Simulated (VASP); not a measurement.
## Optical-spectrum calculation of ZrN (part 3 of 3)

Continued. System: ZrN (2 atoms in the cell). Method: Kohn-Sham DFT of a periodic cell, PBEsol, VASP PAW PBE potentials, recommended, no spin polarisation (VASP 6.6.1); cutoff 520 eV, 20×20×20 k-mesh, fermi-dirac of 0.05 eV. The structure was built on a prototype by a generator; it need not be a known phase.

Geometry of the input (Å; fractional positions):
```
0.0000  2.2875  2.2875
2.2875  0.0000  2.2875
2.2875  2.2875  0.0000
Zr 0.0000  0.0000  0.0000
N  0.5000  0.5000  0.5000
```

### Parts of OUTCAR, continued
```
  frequency dependent IMAGINARY DIELECTRIC FUNCTION (independent particle, no local field effects) current-current
     E(ev)      X         Y         Z        XY        YZ        ZX
  --------------------------------------------------------------------------------------------------------------
     0.00000   151.99437   151.99437   151.99437     0.00000     0.00000    -0.00000
     1.27958     1.44136     1.44136     1.44136     0.00000     0.00000    -0.00000
     2.55917     1.09897     1.09897     1.09897    -0.00000     0.00000     0.00000
     3.83875     2.80334     2.80334     2.80334    -0.00000     0.00000     0.00000
     5.11834     7.28645     7.28645     7.28645    -0.00000    -0.00000    -0.00000
     6.39792     8.08045     8.08045     8.08045     0.00000    -0.00000    -0.00000
     7.67750     8.67954     8.67954     8.67954    -0.00000     0.00000    -0.00000
     8.95709     8.28215     8.28215     8.28215    -0.00000    -0.00000     0.00000
    10.23667     4.86262     4.86262     4.86262    -0.00000    -0.00000    -0.00000
    11.51626     2.15055     2.15055     2.15055    -0.00000    -0.00000    -0.00000
    12.79584     0.93135     0.93135     0.93135    -0.00000     0.00000     0.00000
    14.07543     0.95106     0.95106     0.95106     0.00000     0.00000    -0.00000
    15.35501     1.36604     1.36604     1.36604     0.00000     0.00000     0.00000
    16.63459     1.71044     1.71044     1.71044     0.00000     0.00000     0.00000
    17.91418     1.52397     1.52397     1.52397     0.00000     0.00000     0.00000
    19.19376     1.17177     1.17177     1.17177    -0.00000    -0.00000    -0.00000
    20.47335     0.71268     0.71268     0.71268    -0.00000    -0.00000    -0.00000
    21.75293     0.53948     0.53948     0.53948     0.00000     0.00000     0.00000
    23.03251     0.49357     0.49357     0.49357    -0.00000     0.00000    -0.00000
    24.31210     0.45971     0.45971     0.45971     0.00000    -0.00000     0.00000
    25.59168     0.36242     0.36242     0.36242     0.00000     0.00000     0.00000
    26.87127     0.58912     0.58912     0.58912     0.00000     0.00000     0.00000
    28.15085     1.40427     1.40427     1.40427    -0.00000     0.00000     0.00000
    29.43043     1.69422     1.69422     1.69422    -0.00000    -0.00000     0.00000
    30.71002     2.39134     2.39134     2.39134    -0.00000    -0.00000    -0.00000
    31.98960     2.15038     2.15038     2.15038    -0.00000    -0.00000    -0.00000
    33.26919     1.04072     1.04072     1.04072     0.00000    -0.00000    -0.00000
    34.54877     0.65327     0.65327     0.65327     0.00000    -0.00000     0.00000
    35.82836     0.32947     0.32947     0.32947    -0.00000     0.00000    -0.00000
    37.10794     0.25040     0.25040     0.25040     0.00000     0.00000    -0.00000
    38.38752     0.27651     0.27651     0.27651    -0.00000    -0.00000     0.00000
    39.66711     0.34483     0.34483     0.34483    -0.00000    -0.00000     0.00000
    40.94669     0.32741     0.32741     0.32741     0.00000     0.00000     0.00000
    42.22628     0.16281     0.16281     0.16281     0.00000     0.00000     0.00000
    43.50586     0.11792     0.11792     0.11792    -0.00000    -0.00000     0.00000
    44.78544     0.09462     0.09462     0.09462     0.00000     0.00000     0.00000
    46.06503     0.13571     0.13571     0.13571     0.00000    -0.00000    -0.00000
    47.34461     0.09989     0.09989     0.09989     0.00000    -0.00000    -0.00000
    48.62420     0.09212     0.09212     0.09212     0.00000     0.00000     0.00000
    49.90378     0.07752     0.07752     0.07752    -0.00000     0.00000    -0.00000
    51.18336     0.06690     0.06690     0.06690     0.00000    -0.00000     0.00000
    52.46295     0.06765     0.06765     0.06765     0.00000     0.00000     0.00000
    53.74253     0.10356     0.10356     0.10356    -0.00000    -0.00000     0.00000
    55.02212     0.08091     0.08091     0.08091     0.00000    -0.00000     0.00000
    56.30170     0.06041     0.06041     0.06041     0.00000     0.00000    -0.00000
    57.58129     0.03634     0.03634     0.03634     0.00000     0.00000    -0.00000
    58.86087     0.02916     0.02916     0.02916     0.00000    -0.00000     0.00000
    60.14045     0.02121     0.02121     0.02121     0.00000     0.00000    -0.00000
    61.42004     0.01714     0.01714     0.01714    -0.00000    -0.00000     0.00000
    62.69962     0.01852     0.01852     0.01852    -0.00000    -0.00000     0.00000
    63.97921     0.02136     0.02136     0.02136    -0.00000    -0.00000     0.00000
    65.25879     0.02258     0.02258     0.02258     0.00000     0.00000     0.00000
    66.53837     0.01711     0.01711     0.01711     0.00000    -0.00000     0.00000
    67.81796     0.01388     0.01388     0.01388     0.00000    -0.00000     0.00000
    69.09754     0.01197     0.01197     0.01197     0.00000     0.00000    -0.00000
    70.37713     0.00748     0.00748     0.00748    -0.00000    -0.00000    -0.00000
    71.65671     0.00658     0.00658     0.00658    -0.00000     0.00000     0.00000
    72.93629     0.00517     0.00517     0.00517    -0.00000     0.00000     0.00000
    74.21588     0.00590     0.00590     0.00590    -0.00000    -0.00000     0.00000
    75.49546     0.00908     0.00908     0.00908     0.00000     0.00000     0.00000
    76.77505     0.00744     0.00744     0.00744    -0.00000     0.00000     0.00000
    78.05463     0.00618     0.00618     0.00618     0.00000     0.00000     0.00000
    79.33422     0.00573     0.00573     0.00573     0.00000     0.00000     0.00000
    80.61380     0.00754     0.00754     0.00754    -0.00000     0.00000    -0.00000
    81.89338     0.00799     0.00799     0.00799     0.00000     0.00000     0.00000
    83.17297     0.00377     0.00377     0.00377    -0.00000    -0.00000    -0.00000
    84.45255     0.00174     0.00174     0.00174     0.00000     0.00000     0.00000
    85.73214     0.00113     0.00113     0.00113    -0.00000    -0.00000     0.00000
    87.01172     0.00128     0.00128     0.00128     0.00000     0.00000    -0.00000
    88.29130     0.00152     0.00152     0.00152    -0.00000    -0.00000    -0.00000
    89.57089     0.00159     0.00159     0.00159    -0.00000    -0.00000    -0.00000
    90.85047     0.00191     0.00191     0.00191    -0.00000    -0.00000    -0.00000
    92.13006     0.00092     0.00092     0.00092    -0.00000    -0.00000     0.00000
    93.40964     0.00081     0.00081     0.00081    -0.00000    -0.00000     0.00000
    94.68922     0.00085     0.00085     0.00085    -0.00000     0.00000    -0.00000
    95.96881     0.00104     0.00104     0.00104    -0.00000    -0.00000     0.00000
    97.24839     0.00074     0.00074     0.00074    -0.00000    -0.00000     0.00000
    98.52798     0.00102     0.00102     0.00102    -0.00000     0.00000     0.00000
    99.80756     0.00080     0.00080     0.00080    -0.00000    -0.00000     0.00000
   101.08715     0.00086     0.00086     0.00086    -0.00000    -0.00000     0.00000
   102.36673     0.00093     0.00093     0.00093     0.00000     0.00000    -0.00000
   103.64631     0.00098     0.00098     0.00098     0.00000     0.00000    -0.00000
   104.92590     0.00045     0.00045     0.00045     0.00000     0.00000    -0.00000
   106.20548     0.00012     0.00012     0.00012     0.00000    -0.00000    -0.00000
   107.48507     0.00002     0.00002     0.00002     0.00000     0.00000    -0.00000
   108.76465     0.00002     0.00002     0.00002     0.00000     0.00000    -0.00000
   110.04423     0.00001     0.00001     0.00001     0.00000     0.00000    -0.00000
   111.32382     0.00001     0.00001     0.00001     0.00000     0.00000    -0.00000
   112.60340     0.00001     0.00001     0.00001     0.00000    -0.00000    -0.00000
   113.88299     0.00001     0.00001     0.00001     0.00000    -0.00000    -0.00000
   115.16257     0.00001     0.00001     0.00001     0.00000    -0.00000    -0.00000
   116.44215     0.00001     0.00001     0.00001     0.00000    -0.00000    -0.00000
   117.72174     0.00001     0.00001     0.00001     0.00000    -0.00000    -0.00000
   119.00132     0.00001     0.00001     0.00001     0.00000    -0.00000    -0.00000
   120.28091     0.00001     0.00001     0.00001     0.00000    -0.00000    -0.00000
   121.56049     0.00001     0.00001     0.00001     0.00000    -0.00000    -0.00000
   122.84008     0.00001     0.00001     0.00001     0.00000    -0.00000    -0.00000
   124.11966     0.00001     0.00001     0.00001     0.00000    -0.00000    -0.00000
   125.39924     0.00001     0.00001     0.00001     0.00000    -0.00000    -0.00000
   126.67883     0.00000     0.00000     0.00000     0.00000    -0.00000    -0.00000

  frequency dependent      REAL DIELECTRIC FUNCTION (independent particle, no local field effects) current-current
     E(ev)        X           Y           Z          XY          YZ          ZX
  --------------------------------------------------------------------------------------------------------------
     0.00000   -45.54402   -45.54402   -45.54402    -0.00000    -0.00000     0.00000
     1.27958     6.02749     6.02749     6.02749    -0.00000    -0.00000     0.00000
     2.55917     7.54956     7.54956     7.54956    -0.00000    -0.00000     0.00000
     3.83875     8.91410     8.91410     8.91410    -0.00000    -0.00000     0.00000
     5.11834     9.25064     9.25064     9.25064     0.00000     0.00000    -0.00000
     6.39792     4.77697     4.77697     4.77697    -0.00000    -0.00000    -0.00000
     7.67750     2.58613     2.58613     2.58613    -0.00000    -0.00000    -0.00000
     8.95709     0.02984     0.02984     0.02984    -0.00000    -0.00000    -0.00000
    10.23667    -3.25513    -3.25513    -3.25513    -0.00000    -0.00000     0.00000
    11.51626    -2.78596    -2.78596    -2.78596     0.00000     0.00000     0.00000
    12.79584    -0.89154    -0.89154    -0.89154     0.00000     0.00000     0.00000
    14.07543     0.22644     0.22644     0.22644     0.00000     0.00000    -0.00000
    15.35501     0.49936     0.49936     0.49936    -0.00000     0.00000    -0.00000
    16.63459     0.33173     0.33173     0.33173    -0.00000    -0.00000    -0.00000
    17.91418     0.12844     0.12844     0.12844    -0.00000    -0.00000     0.00000
    19.19376     0.13659     0.13659     0.13659    -0.00000    -0.00000    -0.00000
    20.47335     0.03942     0.03942     0.03942     0.00000     0.00000     0.00000
    21.75293     0.44658     0.44658     0.44658    -0.00000    -0.00000    -0.00000
    23.03251     0.76344     0.76344     0.76344     0.00000     0.00000     0.00000
    24.31210     0.82301     0.82301     0.82301     0.00000    -0.00000     0.00000
    25.59168     1.26559     1.26559     1.26559     0.00000    -0.00000    -0.00000
    26.87127     1.68453     1.68453     1.68453    -0.00000    -0.00000     0.00000
    28.15085     1.46695     1.46695     1.46695    -0.00000    -0.00000    -0.00000
    29.43043     1.49590     1.49590     1.49590     0.00000    -0.00000    -0.00000
    30.71002     0.78368     0.78368     0.78368     0.00000     0.00000    -0.00000
    31.98960    -0.43018    -0.43018    -0.43018     0.00000     0.00000     0.00000
    33.26919    -0.63314    -0.63314    -0.63314    -0.00000    -0.00000     0.00000
    34.54877    -0.36763    -0.36763    -0.36763     0.00000     0.00000     0.00000
    35.82836    -0.13308    -0.13308    -0.13308     0.00000     0.00000     0.00000
    37.10794     0.10456     0.10456     0.10456     0.00000    -0.00000     0.00000
    38.38752     0.35211     0.35211     0.35211    -0.00000    -0.00000     0.00000
    39.66711     0.29295     0.29295     0.29295    -0.00000     0.00000     0.00000
    40.94669     0.22084     0.22084     0.22084    -0.00000    -0.00000    -0.00000
    42.22628     0.29064     0.29064     0.29064    -0.00000    -0.00000    -0.00000
    43.50586     0.39795     0.39795     0.39795    -0.00000     0.00000     0.00000
    44.78544     0.45203     0.45203     0.45203    -0.00000    -0.00000     0.00000
    46.06503     0.52312     0.52312     0.52312    -0.00000     0.00000    -0.00000
    47.34461     0.52212     0.52212     0.52212    -0.00000     0.00000    -0.00000
    48.62420     0.54422     0.54422     0.54422     0.00000    -0.00000     0.00000
    49.90378     0.58449     0.58449     0.58449    -0.00000    -0.00000     0.00000
    51.18336     0.61845     0.61845     0.61845     0.00000     0.00000     0.00000
    52.46295     0.66369     0.66369     0.66369    -0.00000    -0.00000     0.00000
    53.74253     0.65521     0.65521     0.65521    -0.00000    -0.00000    -0.00000
    55.02212     0.64517     0.64517     0.64517     0.00000     0.00000    -0.00000
    56.30170     0.65729     0.65729     0.65729    -0.00000     0.00000     0.00000
    57.58129     0.67298     0.67298     0.67298    -0.00000     0.00000     0.00000
    58.86087     0.69677     0.69677     0.69677    -0.00000    -0.00000     0.00000
    60.14045     0.71844     0.71844     0.71844    -0.00000     0.00000     0.00000
    61.42004     0.73900     0.73900     0.73900    -0.00000    -0.00000     0.00000
    62.69962     0.75337     0.75337     0.75337    -0.00000     0.00000     0.00000
    63.97921     0.76964     0.76964     0.76964    -0.00000     0.00000    -0.00000
    65.25879     0.76983     0.76983     0.76983    -0.00000     0.00000     0.00000
    66.53837     0.78029     0.78029     0.78029    -0.00000     0.00000     0.00000
    67.81796     0.79044     0.79044     0.79044     0.00000     0.00000     0.00000
    69.09754     0.79841     0.79841     0.79841    -0.00000     0.00000     0.00000
    70.37713     0.80753     0.80753     0.80753     0.00000     0.00000     0.00000
    71.65671     0.81939     0.81939     0.81939    -0.00000     0.00000     0.00000
    72.93629     0.82692     0.82692     0.82692    -0.00000     0.00000     0.00000
    74.21588     0.83524     0.83524     0.83524    -0.00000     0.00000     0.00000
    75.49546     0.84199     0.84199     0.84199    -0.00000     0.00000     0.00000
    76.77505     0.84525     0.84525     0.84525    -0.00000     0.00000     0.00000
    78.05463     0.85033     0.85033     0.85033    -0.00000     0.00000     0.00000
    79.33422     0.85727     0.85727     0.85727    -0.00000     0.00000     0.00000
    80.61380     0.86191     0.86191     0.86191    -0.00000     0.00000    -0.00000
    81.89338     0.86384     0.86384     0.86384     0.00000     0.00000    -0.00000
    83.17297     0.86716     0.86716     0.86716     0.00000     0.00000     0.00000
    84.45255     0.87280     0.87280     0.87280    -0.00000     0.00000     0.00000
    85.73214     0.87858     0.87858     0.87858    -0.00000     0.00000     0.00000
    87.01172     0.88331     0.88331     0.88331     0.00000     0.00000     0.00000
    88.29130     0.88706     0.88706     0.88706    -0.00000     0.00000     0.00000
    89.57089     0.89086     0.89086     0.89086     0.00000     0.00000     0.00000
    90.85047     0.89418     0.89418     0.89418    -0.00000    -0.00000     0.00000
    92.13006     0.89723     0.89723     0.89723    -0.00000     0.00000     0.00000
    93.40964     0.90081     0.90081     0.90081    -0.00000     0.00000     0.00000
    94.68922     0.90411     0.90411     0.90411    -0.00000     0.00000     0.00000
    95.96881     0.90649     0.90649     0.90649    -0.00000     0.00000     0.00000
    97.24839     0.90941     0.90941     0.90941    -0.00000     0.00000     0.00000
    98.52798     0.91196     0.91196     0.91196    -0.00000     0.00000     0.00000
    99.80756     0.91423     0.91423     0.91423    -0.00000     0.00000     0.00000
   101.08715     0.91673     0.91673     0.91673    -0.00000     0.00000     0.00000
   102.36673     0.91885     0.91885     0.91885    -0.00000     0.00000     0.00000
   103.64631     0.92083     0.92083     0.92083    -0.00000     0.00000     0.00000
   104.92590     0.92254     0.92254     0.92254    -0.00000     0.00000     0.00000
   106.20548     0.92476     0.92476     0.92476    -0.00000     0.00000     0.00000
   107.48507     0.92692     0.92692     0.92692    -0.00000     0.00000     0.00000
   108.76465     0.92888     0.92888     0.92888    -0.00000     0.00000     0.00000
   110.04423     0.93072     0.93072     0.93072    -0.00000     0.00000     0.00000
   111.32382     0.93248     0.93248     0.93248    -0.00000     0.00000     0.00000
   112.60340     0.93415     0.93415     0.93415    -0.00000     0.00000     0.00000
   113.88299     0.93576     0.93576     0.93576    -0.00000     0.00000     0.00000
   115.16257     0.93731     0.93731     0.93731    -0.00000     0.00000     0.00000
   116.44215     0.93879     0.93879     0.93879    -0.00000     0.00000     0.00000
   117.72174     0.94022     0.94022     0.94022    -0.00000     0.00000     0.00000
   119.00132     0.94160     0.94160     0.94160    -0.00000     0.00000     0.00000
   120.28091     0.94292     0.94292     0.94292    -0.00000     0.00000     0.00000
   121.56049     0.94420     0.94420     0.94420    -0.00000     0.00000     0.00000
   122.84008     0.94544     0.94544     0.94544    -0.00000     0.00000     0.00000
   124.11966     0.94663     0.94663     0.94663    -0.00000     0.00000     0.00000
   125.39924     0.94778     0.94778     0.94778    -0.00000     0.00000     0.00000
   126.67883     0.94890     0.94890     0.94890    -0.00000     0.00000     0.00000
```

### CONTCAR
```
ZrN
   1.00000000000000
     0.0000000000000000    2.2875000000000001    2.2875000000000001
     2.2875000000000001    0.0000000000000000    2.2875000000000001
     2.2875000000000001    2.2875000000000001    0.0000000000000000
  Zr              N
     1     1
Direct
     0.0000000000000000    0.0000000000000000    0.0000000000000000
     0.5000000000000000    0.5000000000000000    0.5000000000000000

  0.00000000E+00  0.00000000E+00  0.00000000E+00
  0.00000000E+00  0.00000000E+00  0.00000000E+00
```

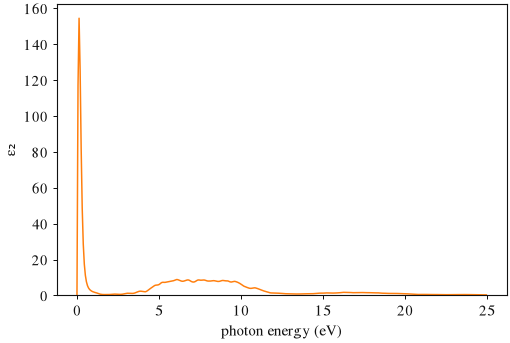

*Imaginary part of the dielectric function (first component that the program prints).*

The highest peak, 154.5, lies at 0.13 eV.

### Key numbers

```tsv
quantity	value
outcome	converged
space group (tolerance 0.01 Å)	Fm-3m (225)
electrons treated	17
free energy	−21.5507 eV
Fermi energy of the self-consistent step	11.928 eV
gap on the k-point mesh	none (metallic)
pressure	−3.52 GPa
largest force (length of the vector)	under 0.001 eV/Å
wall time	72 s
peak memory	0.45 GiB
```

### Notes

The cell holds an odd number of electrons but the run has no spin polarisation, so it comes out as a metal.
